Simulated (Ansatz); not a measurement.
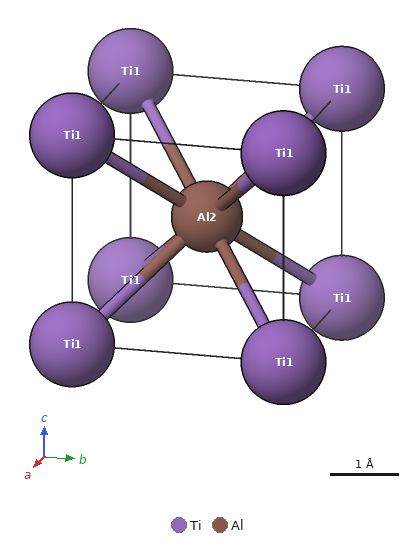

**Figure 1.** The structure (ball-and-stick view of the cell of the calculation, seen at an oblique angle; atoms are numbered from 1 in the order of the input). Near neighbours in the crystal (not all of them lie inside the picture): Ti has 8 Al at 2.80 Å; Al has 8 Ti at 2.80 Å.

# Single-point calculation of TiAl

TiAl (Pm-3m, 2 atoms in the cell), computed with DFT PBEsol, scalar-relativistic, plane waves, PAW, no spin polarisation (Ansatz 0.2.0).

The structure derives from a Materials Project entry. It belongs to a series of runs on one base structure; here: a random strain and shift of atoms within the space group. Figures and captions count atoms from 1; the log counts them from 0 in places.

Output:
```
Engine: ansatz 0.2.0, aarch64-unknown-linux-gnu
Pseudopotentials: kind: paw
Pseudopotential: Ti, paw, valence charge 12, recommended cutoff 420 eV (normal), Ti.paw.azcp
Pseudopotential: Al, paw, valence charge 3, recommended cutoff 420 eV (normal), Al.paw.azcp
Functional definition: PBEsol
  exchange = pbesol_x
  correlation = pbesol_c
Crystal: 2 atoms, lattice volume = 33.955 Å³
Basis set: ecut = 420 eV, 691 PW (Γ), exchange–correlation on 48×48×48 points (8 copies of the dense FFT grid, shifted against one another)
Bands: 12, of which v1, the nominal top of the filled ones, is band 8 counted from 1 (7 counted from 0)
Symmetry: 48 space group operations
Space group: Pm-3m (ITA 221), of the structure as read, at distance tolerance 3.2e-5 Å
k-points: 120 of 2744
Non-local potential: Ti, projectors of the file, l = 0: 3, l = 1: 2, l = 2: 3, l = 3: 1
Non-local potential: Al, projectors of the file, l = 0: 2, l = 1: 2, l = 2: 1
PAW form: soft (Blöchl's): semilocal exchange-correlation on the pseudo side does not see the compensation charge
PAW frozen core: Ti, regenerated for the run's functional, and the local potential with it (the file was generated under x = pbe(κ = 0.804, μ = 0.2195149727645171), c = pbe(β = 0.06672455060314922))
PAW frozen core: Al, regenerated for the run's functional, and the local potential with it (the file was generated under x = pbe(κ = 0.804, μ = 0.2195149727645171), c = pbe(β = 0.06672455060314922))
PAW one-centre angular grid: Ti, 590 points (default); XC on 64 Gauss nodes
PAW one-centre angular grid: Al, 110 points (default); XC on 64 Gauss nodes
Initial density: superposition of atomic densities (neutral atoms: chi_scale 0, normalization atom), corrected by the library's trained network
Initial wavefunctions: pseudopotential atomic-orbital guess
Functional: x = pbesol(κ = 0.804, μ = 0.12345679012345678), c = pbesol(β = 0.046)
SCF iter   1: F=—  HF=-2998.928947 eV  |F-HF|=—  |Δ(HF+E_count)|=         —  Δρ=4.42e-3  dr2=9.57e-3  ethr=1.77e-3  ⟨swp⟩=5.0  Hψ=7322  notcnv=0
preconditioner: auto → none  [metal: Δε(μ)=0.018 eV  Ē_g=5.063 eV  σ=0.100 eV  W_gap=0.10  n_scr=6 (ndim 8)  ℏωp=16.9 eV  f_vac=0.000  D(μ)=2.61/eV (n_scr^D=26)  sad-step TF]
SCF iter   2: F=—  HF=-2998.927569 eV  |F-HF|=—  |Δ(HF+E_count)|=   1.38e-3  Δρ=3.08e-3  dr2=5.91e-3  ethr=6.38e-5  ⟨swp⟩=1.0  Hψ=2400  notcnv=0
SCF iter   3: F=—  HF=-2998.925998 eV  |F-HF|=—  |Δ(HF+E_count)|=   1.57e-3  Δρ=5.17e-4  dr2=4.71e-5  ethr=3.94e-5  ⟨swp⟩=2.0  Hψ=1768  notcnv=0
SCF iter   4: F=—  HF=-2998.926000 eV  |F-HF|=—  |Δ(HF+E_count)|=   1.63e-6  Δρ=9.43e-5  dr2=1.49e-6  ethr=3.14e-7  ⟨swp⟩=3.0  Hψ=2367  notcnv=0
iter 5 did not close the SCF: its close was put off for the readings that it lacked (scf_convergence_deferred on its scf_iter line)
SCF iter   5: F=-2998.926000 eV  HF=-2998.926000 eV  |F-HF|=1.12e-8  |Δ(HF+E_count)|=   3.27e-7  Δρ=9.86e-6  dr2=2.46e-8  ethr=9.92e-9  ⟨swp⟩=2.8  Hψ=2148  notcnv=0
SCF iter   6: F=-2998.926000 eV  HF=-2998.926000 eV  |F-HF|=5.46e-12  |Δ(HF+E_count)|=  4.67e-10  Δρ=6.25e-7  dr2=6.15e-11  ethr=1.64e-10  ⟨swp⟩=2.5  Hψ=4558  notcnv=0
SCF 1 converged in 6 iterations: F = -2998.926000 eV  dr2 = 6.15e-11
  greatest PAW one-centre occupation: 0.999 electrons in one spin orbital (limit 2), on the Ti atom at site 0 (counted from 0), in its partial waves of l = 0
SCF converged after 6 iterations
Free energy (F): -2998.926000 eV
Harris-Foulkes:  -2998.926000 eV  (|F-HF|=5.46e-12)
Internal energy: -2998.912993 eV  (E = F + TS)
E sigma→0 (E₀):  -2998.919496 eV
Entropy (-TS):   -0.013006 eV (-6.503 meV/atom)
Fermi energy:    10.636087 eV
--- Per-component energies (eV) ---
  E_band       = -173.637817
  E_kinetic    = 294.157991
  E_local      = -1050.067351  (includes V_loc(G=0)·N_el)
  E_nonlocal   = 20.421514
  E_hartree    = 443.224010
  E_xc         = -135.689820
  E_vxc        = -150.112296  (∫ρ·V_xc dr)
  E_paw        = -1477.544611  (= ΣΔE_a)
  E_vpaw       = -174.485583  (= ΣTr[D̂ρ^β])
  E_aug_tail   = 0.000105  (compensation charges beyond the density's cutoff)
  E_ewald      = -1093.573356
  E_core_change = 0.158523  (= ΣΔE_core)
  E_smearing   = -0.013006  (= −TS)
  E_closure    = 0.000000  (closes the sum)
  Σ components = -2998.926000   (vs F -2998.926000, Δ=0.00e0)
--- Forces (eV/Å), atoms counted from 1 ---
  atom   1  Ti    -0.00000000     0.00000000    -0.00000000
  atom   2  Al     0.00000000    -0.00000000    -0.00000000
  max |Σ_I F_I| component: 2.63e-31 eV/Å
--- Stress (GPa, compression-positive) ---
       -7.839507       0.000000       0.000000
        0.000000      -7.839507       0.000000
        0.000000       0.000000      -7.839507
  P = ⅓ Tr σ = -7.8395 GPa (-78.395 kbar)
--- Band table (eV; the first three rows and the last of 120) ---
  k-point 0: bands = ["-46.1205", "-22.4324", "-22.4324", "-22.4324", "1.6189", "9.3197", "9.3197", "12.3026", "12.3026", "12.3026", "14.7880", "14.7880"]
  k-point 1: bands = ["-46.1199", "-22.4394", "-22.4317", "-22.4317", "1.6968", "9.2762", "9.3538", "12.1687", "12.1687", "12.3116", "14.4455", "14.9807"]
  k-point 2: bands = ["-46.1183", "-22.4592", "-22.4300", "-22.4300", "1.9283", "9.0975", "9.4522", "11.8607", "11.8607", "12.3370", "13.7890", "15.4668"]
  k-point 119: bands = ["-46.0862", "-22.5374", "-22.5374", "-22.5374", "7.7056", "7.7056", "7.7056", "10.9720", "13.2505", "13.2505", "13.3903", "13.3903"]
```

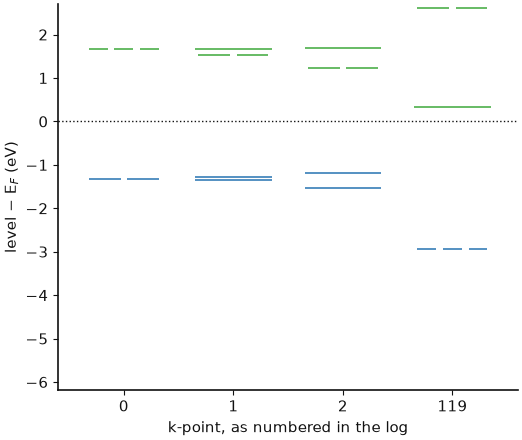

**Figure 2.** Kohn–Sham levels near the Fermi level (dotted) at the few k-points that the log prints; levels within 0.02 eV of each other stand side by side. The system is metallic on the full mesh.

This output came from the following input.

The input:
```yaml
crystal:
  lattice:
    - [3.2381945904, 0.0, 0.0]
    - [0.0, 3.2381945904, 0.0]
    - [0.0, 0.0, 3.2381945904]
  atoms:
    - { symbol: Ti, position: [0.0, 0.0, 0.0] }
    - { symbol: Al, position: [0.5, 0.5, 0.5] }
basis:
  ecutwfc: 420
kpoints:
  mp_grid: { grid: [14, 14, 14] }
hamiltonian:
  xc: pbesol
scf:
  occupations: { method: gaussian, width: 0.1 }
output:
  forces: true
  stress: true
  eigenvalues: true
```

Results in brief:

- outcome: converged
- space group (tolerance 0.01 Å): Pm-3m (221)
- electrons treated: 15
- free energy: −2998.9260 eV
- Fermi energy: 10.636 eV
- gap on the k-point mesh: none (metallic)
- pressure: −7.84 GPa
- largest force (length of the vector): under 0.001 eV/Å
- hardware: 1 thread of an Arm (aarch64) CPU, shared host
- wall time: 2.9 s
- peak memory: 0.33 GiB

Remarks:

The cell is under a tension of 7.8 GPa at this level, so it is not at its equilibrium volume.
